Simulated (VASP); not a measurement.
System: HfN.

Input

```
PREC     = Accurate       # precision mode
ENCUT    = 520            # plane-wave cutoff, eV
EDIFF    = 1E-6           # SCF threshold, eV
ISMEAR   = -1             # smearing method
SIGMA    = 0.05           # smearing width, eV
LREAL    = F              # projectors in reciprocal space
LASPH    = T              # aspherical terms in the spheres
NELM     = 100            # most SCF steps
ALGO     = Fast           # electronic algorithm
ISIF     = 2              # what is computed and relaxed
LWAVE    = F              # write WAVECAR
LCHARG   = T              # write CHGCAR
GGA      = PE             # functional
LELF     = T              # ELF
LVHAR    = T            
NBANDS   = 14             # bands
```

Run with:

```sh
cat potpaw_PBE.64/Hf_pv/POTCAR potpaw_PBE.64/N/POTCAR > POTCAR
mpirun -np 1 vasp_std > vasp.out
```

Below, planes, directions and counts refer to the conventional cell (a = 2.86 Å, b = 2.86 Å, c = 2.86 Å, α = 90.00°, β = 90.00°, γ = 90.00°).

Space group Pm-3m; a generated structure, not necessarily the stable one; computed pressure about −11 GPa in this cell.

The calculation used Kohn-Sham DFT of a periodic cell, PBE, VASP PAW PBE potentials, recommended (VASP 6.6.1).

Predict the valence pseudo-density and electron localisation function between the atoms.

Answer. Hf–N (2.48 Å): ρ at the midpoint is about 0.31 e/Å³; the ELF peaks at about 0.85 in the valence shell of N, 0.7 Å from its nucleus, and is about 0.15 at the midpoint; no localised pair shows between them.
Hf–Hf (2.86 Å): ρ is about 0.25 e/Å³ halfway; the ELF is about 0.30 at the midpoint; no localised pair shows between them.

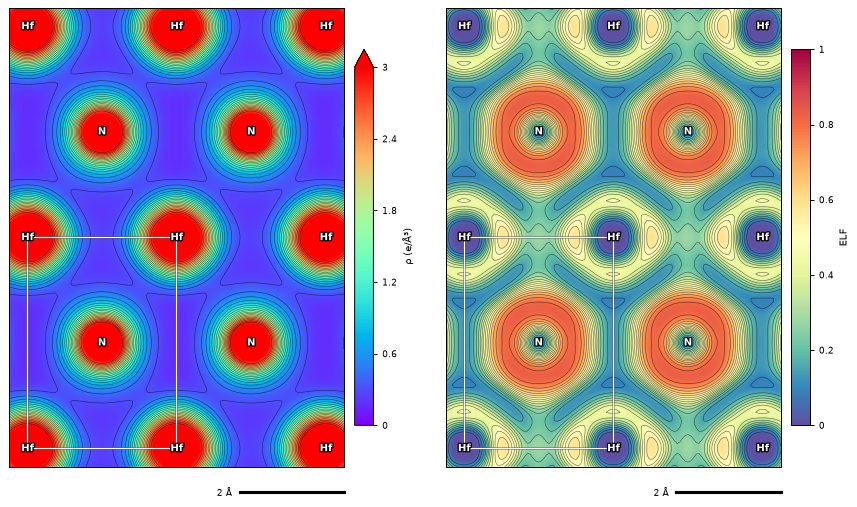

Computed valence pseudo-density and electron localisation function on the (011) plane of the conventional cell, in this order. 

Core electrons are frozen (PAW), and the valence fields are smoothed inside the atomic spheres.
